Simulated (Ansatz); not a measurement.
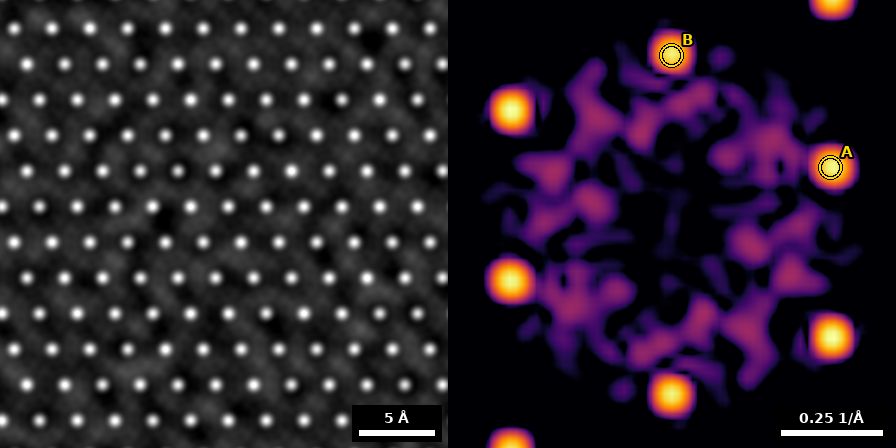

Phase-contrast TEM-like image of Ti (Fm-3m, No. 225) along [110]. Simulated in the weak-phase-object approximation with neutral-atom potentials: 300 kV, Cs = −15 µm, defocus +65 Å (negative is underfocus), defocus spread 12 Å, aperture 1.46 1/Å. The speckle of an amorphous layer was added. Structure: the geometry given to an electronic-structure calculation, possibly off equilibrium; the starting structure was generated, so it need not be a known form of this composition.

The right panel is the modulus of the image's Fourier transform on a logarithmic scale.

a = 4.133 Å, b = 4.133 Å, c = 4.133 Å, α = 90.00°, β = 90.00°, γ = 90.00°

Index the marked spots and give their plane spacings (the zone axis points at the viewer; indices equivalent by symmetry, or all signs reversed, are as good).

A: (-1 1 -1), d = 2.39 Å; B: (-1 1 1), d = 2.39 Å. A and B enclose 71°, and every spot obeys the zone law hu + kv + lw = 0 for [110].
